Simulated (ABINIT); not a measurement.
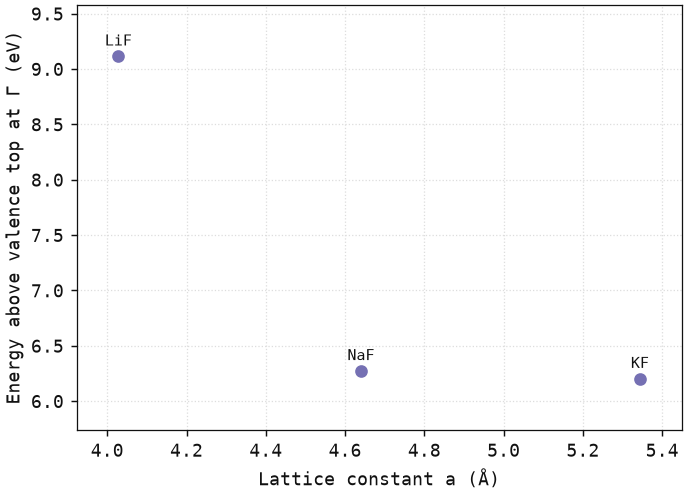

Lowest conduction level at Γ, counted from the valence-band top at Γ, for three rocksalt crystals against the lattice constant, each in its database cell. All by ABINIT with PBE, without spin-orbit coupling, no moments; potentials: PseudoDojo NC SR PBE v0.4.1 standard (LiF); JTH PAW PBE v2.0 (NaF); SG15 NC PBE v1.2 (KF).

Q: How does the value at Γ change from Li to K?

A: LiF 9.11, NaF 6.27 and KF 6.20 eV: it falls by 2.91 eV overall, and NaF and KF lie too close to rank.

| compound | a (Å) | k mesh | Γ (eV) |
| --- | --- | --- | --- |
| LiF | 4.028 | 8×8×8 | 9.11 |
| NaF | 4.640 | 10×10×10 | 6.27 |
| KF | 5.344 | 7×7×7 | 6.20 |

LDA, GGA and most meta-GGA functionals understate gaps. The cells are as the databases list them, so they lie at different pressures for this functional.
